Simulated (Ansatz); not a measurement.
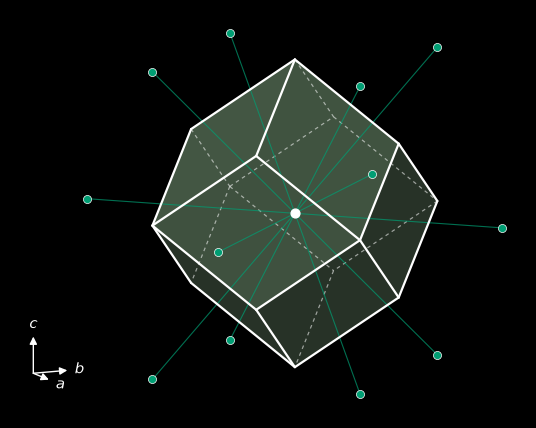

Crystal: SnO, coordinates from a relaxation with Ansatz, DFT PBE, scalar-relativistic, plane waves, PAW; the starting structure was generated, so it need not be a known form of this composition. The Wigner–Seitz cell of the crystal's lattice, with lines to the lattice points that define its faces. Symmetry computed with spglib at a tolerance of 0.002 Å; standard conventional cell.

a = 5.479 Å, b = 5.479 Å, c = 5.479 Å, α = 90.00°, β = 90.00°, γ = 90.00°; space group F-43m (No. 216).

What is the cell's combinatorial type?

A rhombic dodecahedron: 12 faces (12 with 4 edges), 24 edges, 14 vertices. Its volume is that of the primitive cell, 41.1 Å³.

Which lattice vectors do the faces bisect?

```csv
example,length (Å),faces,edges of each,area (Å²)
1/2 a + 1/2 b,3.87,12,4,5.3
```
